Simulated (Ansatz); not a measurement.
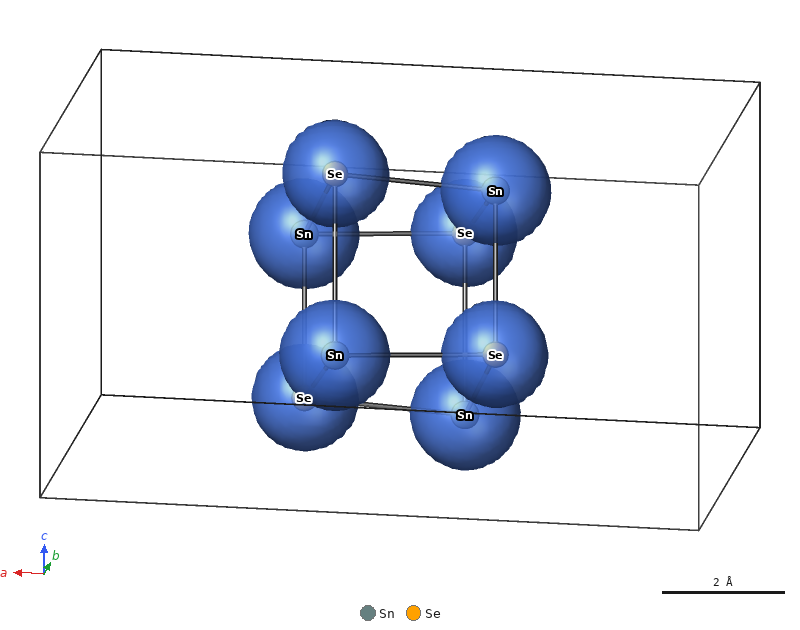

Figure 1: SnSe. Isosurface of the valence pseudo-density at 0.8 e/Å³ (blue), seen at an oblique angle. Sticks mark near contacts.

Space group Aem2; a structure from a database of computed crystals, not necessarily the ambient phase; changed on purpose from its base cell (all Sn atoms moved -0.150 Å, as atom 1 along Cartesian [1 1 0]).

Theory: Ansatz, DFT LDA, scalar-relativistic, plane waves, PAW.

Core electrons are frozen (PAW), and the valence fields are smoothed inside the atomic spheres.

Input file:

```
crystal:
  lattice:
    - [4.1898989379, 0.0, 0.0]
    - [0.0, 4.1898989379, 0.0]
    - [0.0, 0.0, 10.9796229414]
  atoms:
    - { symbol: Sn, position: [0.4746853042, -0.0253146958, 0.3781633338] }
    - { symbol: Sn, position: [-0.0253146958, 0.4746853042, 0.6218366662] }
    - { symbol: Se, position: [0.5, 0.0, 0.6217782129] }
    - { symbol: Se, position: [0.0, 0.5, 0.3782217871] }
basis:
  ecutwfc: 420
kpoints:
  mp_grid: { grid: [6, 6, 4] }
hamiltonian:
  xc: lda
scf:
  occupations: { method: gaussian, width: 0.05 }
output:
  forces: true
  stress: true
  eigenvalues: true
  write_density: true
  write_potential: true
  elf: true
  volumetric_format: npy
```

Run with:

```sh
ansatz run input.yaml --threads 1 --pin off --max-ram 2560MiB --backend cpu --events-out ev --progress --plain --runs-dir out
```

Below, planes, directions and counts refer to the conventional cell (a = 10.98 Å, b = 5.93 Å, c = 5.93 Å, α = 90.00°, β = 90.00°, γ = 90.00°).

What does this surface tell about the bonding?

Answer. At this value the density breaks into separate islands; it holds about 70 % of the electrons treated as valence (semicore included). It bridges none of the near contacts. It is pinched off along the sampled Sn–Se (2.68 Å), Sn–Se (2.81 Å) and Sn–Se (2.97 Å) contacts. On the grid the lowest density along these lines, outside the cores, is 0.39 e/Å³ (Sn–Se, 2.68 Å), 0.31 e/Å³ (Sn–Se, 2.81 Å) and 0.24 e/Å³ (Sn–Se, 2.97 Å).
